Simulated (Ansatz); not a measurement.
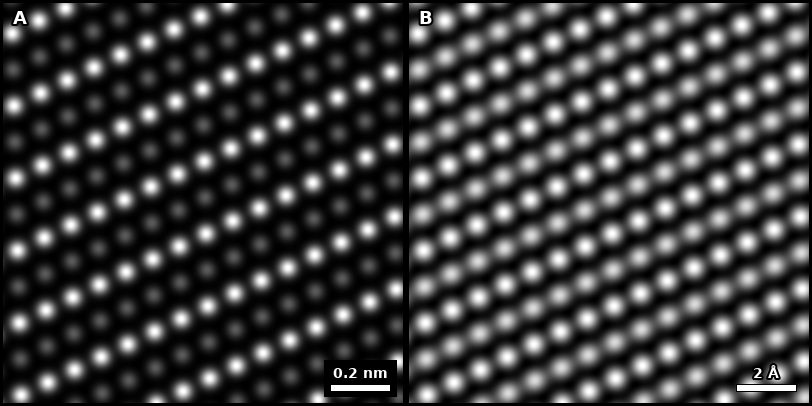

Two simulated images of the same area of Li2O (Fm-3m, No. 225) along [210], with a probe of 0.52 Å. One is incoherent Z contrast (Z^1.7 per atom), the other the projected potential of neutral atoms blurred by the probe (iDPC-like, thin sample). Brightness is counted from the darkest point of the image. Model: the geometry given to an electronic-structure calculation, possibly off equilibrium.

### Which panel is which, and how can one tell?

A is the Z-contrast image and B the potential image. The columns of 2 Li per repeat reach about 35 % of the brightest peak (1 O) in A but about 85 % in B, mainly since the potential grows much more slowly with atomic number.
